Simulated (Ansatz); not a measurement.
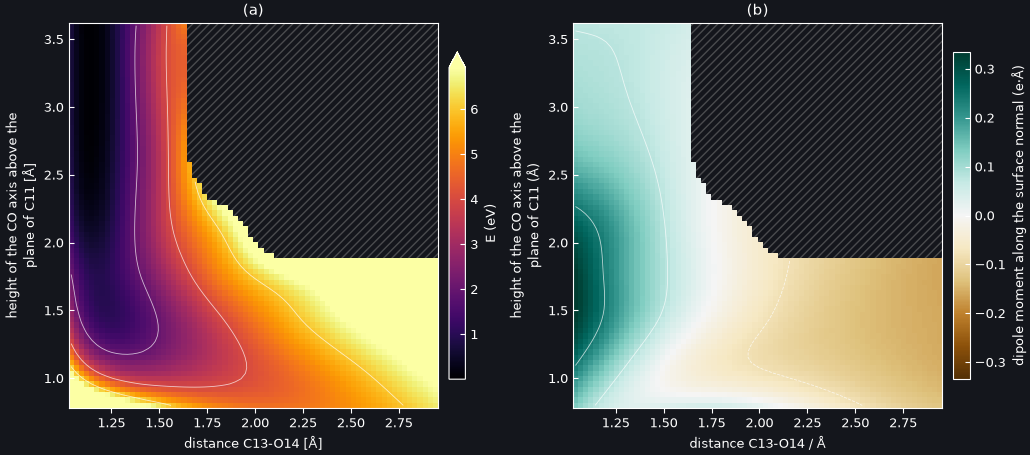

CO on a C(100) slab cut from the P6/mmm phase, its upper half relaxed before the scan (12 atoms of substrate and one adsorbate in a 2 × 1 cell). CO lies flat over one site of a rigid substrate while its bond length and height are varied; it sits over a bridge site, heights counted from the top plane, its axis along the second surface vector. First axis: distance C13-O14. Second axis: height of the CO axis above the plane of C11. The scan uses an 8 × 8 grid. At 15 points there is no value (left out: too close to the surface, or the stretched molecule far from it). Points are written as (first, second). Energies: eV, counted from the lowest grid point. Method: DFT PBE, scalar-relativistic, plane waves, PAW (Ansatz). Settings: cutoff 420 eV, k-mesh 6×3×1, gaussian smearing 0.1 eV, no spin polarisation.

Panel (a) is the energy and panel (b) the computed dipole moment along the surface normal on the same grid.

In the figure: a smooth colour map with a few white contour lines, one colour for all values above the top of the scale, hatched blanks where no value was computed. Between grid points the surface is interpolated.

How does the dipole moment along the surface normal vary over the map, and what is it at the lowest grid point?

Leaving out the highest fifth of the energies, it runs from −0.13 e·Å at (2.548 Å, 1.12 Å) to 0.33 e·Å at (1.040 Å, 1.76 Å). At the lowest grid point, (1.140 Å, 3.60 Å), it is 0.08 e·Å. That point lies on the edge of the scan.

PAW datasets: the set soft_1.
